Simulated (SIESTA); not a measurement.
**Hf: 7 runs along one coordinate**

System: Hf (Fm-3m, 1 atom in the cell).
Method: Kohn-Sham DFT of a periodic cell, LDA, PseudoDojo 0.4 standard, converted to PSML, no spin polarisation (SIESTA 5.4.2).

The 7 runs differ only in the geometry, by an even scaling of the cell at fixed fractional positions. The structure derives from an entry of the Crystallography Open Database.

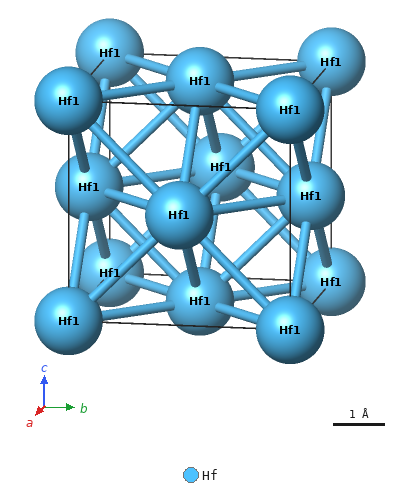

Figure 1. The structure of run 4 (ball-and-stick view of the cell 4 times as large as that of the calculation, set on its symmetry axes, seen slightly off an axis; atoms are numbered from 1 in the order of the input). An atom can appear more than once, as a periodic image.

## Input of run 4
```
SystemName                      Hf
SystemLabel                     Hf
NumberOfSpecies                 1
NumberOfAtoms                   1
%block ChemicalSpeciesLabel
  1  72 Hf
%endblock ChemicalSpeciesLabel

LatticeConstant                 1.0 Ang
%block LatticeVectors
     0.0000000000     2.2200000000     2.2200000000
     2.2200000000     0.0000000000     2.2200000000
     2.2200000000     2.2200000000     0.0000000000
%endblock LatticeVectors
AtomicCoordinatesFormat         Fractional
%block AtomicCoordinatesAndAtomicSpecies
     0.0000000000     0.0000000000     0.0000000000  1  Hf
%endblock AtomicCoordinatesAndAtomicSpecies

%block kgrid.MonkhorstPack
   10   0   0  0.0
    0  10   0  0.0
    0   0  10  0.0
%endblock kgrid.MonkhorstPack
XC.Functional                   LDA
XC.Authors                      PW92
PAO.BasisSize                   DZP
PAO.EnergyShift                 0.003 Ry
Mesh.Cutoff                     800 Ry
OccupationFunction              FD
ElectronicTemperature           0.05 eV
MaxSCFIterations                120
SCF.MustConverge                false
SCF.Mixer.Method                Pulay
SCF.Mixer.Weight                0.25
SCF.Mixer.History               8
SCF.DM.Tolerance                5.0e-05
SCF.H.Tolerance                 1.0e-03 eV
WriteForces                     true
Charge.Mulliken                 end
%block PAO.Basis
  Hf 5
  n=5 0 2
    3.241 0.000
  n=6 0 2
    8.098 0.000
  n=5 1 2
    3.929 0.000
  n=6 1 1
    8.098
  n=5 2 2
    7.811 0.000
%endblock PAO.Basis
```

Command:
```bash
siesta < Hf.fdf > Hf.out 2>&1
```

Run 3 differs from it as follows:
```diff
-     0.0000000000     2.2200000000     2.2200000000
-     2.2200000000     0.0000000000     2.2200000000
-     2.2200000000     2.2200000000     0.0000000000
+     0.0000000000     2.2051002222     2.2051002222
+     2.2051002222     0.0000000000     2.2051002222
+     2.2051002222     2.2051002222     0.0000000000
```

## Results, with one run withheld

| run | volume per atom (Å³) | free energy per atom, from the lowest run given (meV) | pressure (GPa) |
| --- | --- | --- | --- |
| 1 | 20.569 | 0.76 | 1.65 |
| 2 | 21.007 | 0.00 | −1.02 |
| 3 | 21.444 | ? | ? |
| 4 | 21.882 | 19.11 | −5.78 |
| 5 | 22.320 | 37.83 | −7.87 |
| 6 | 22.757 | 61.89 | −9.72 |
| 7 | 23.195 | 90.86 | −11.42 |

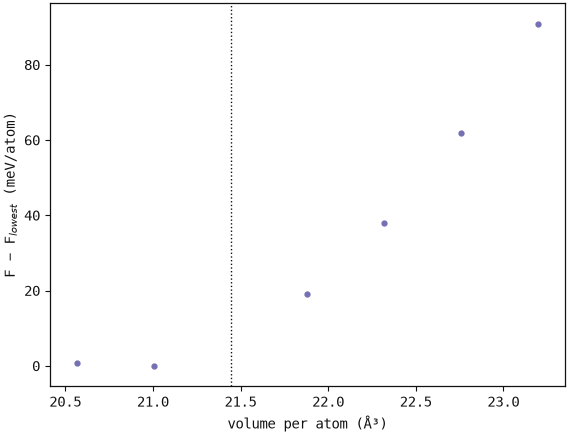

Figure 2. Free energy per atom of the runs given; the dotted line marks run 3.

Estimate the energy of run 3 from the others.

A cubic polynomial in V^(−2/3) (the Birch–Murnaghan form), fitted to the 6 runs given, misses them by at most 0.02 meV per atom. With x = V^(−2/3) − 0.12767 Å⁻², it reads F = 20.566 − 9633 x + 1.1063e+06 x² − 2.2377e+06 x³ (meV per atom). At run 3 it gives 6.31 meV per atom, and the run itself gives 6.30. The slope of the fit gives a pressure −dF/dV of −3.54 GPa there, and the run prints −3.56 GPa. The fit has its minimum at 20.832 Å³ per atom, where V d²F/dV² gives 128 GPa: the bulk modulus at this level, since symmetry fixes the shape and the positions.

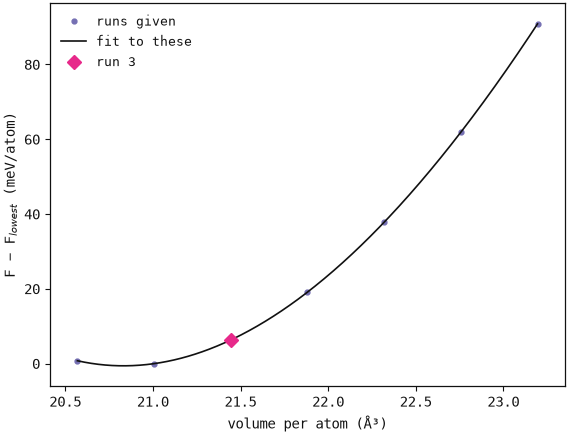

Figure 3. The fit and the withheld run.

## Some lines of the output (run 3)
```
[...]
outcell: Cell volume (Ang**3)        :     21.4445
stepf: Fermi-Dirac step function
siesta: Etot    =     -1535.472011
siesta: FreeEng =     -1535.484054
        iscf     Eharris(eV)        E_KS(eV)     FreeEng(eV)     dDmax    Ef(eV) dHmax(eV)
siesta: E_KS(eV) =            -1535.6617
siesta: E_KS - E_eggbox =     -1535.6617
siesta: Etot    =     -1535.661724
siesta: FreeEng =     -1535.671997
siesta:         Fermi =      -4.961648
siesta: Cell volume =         21.444454 Ang**3
    Orbital volume contribution        =           1.528071 eV
```

Notes: Points of doubt noted for this run: mulliken charges of long orbitals. Spin–orbit coupling is left out, which matters for Hf. With a small basis of atomic orbitals these values can differ much from converged plane-wave results.
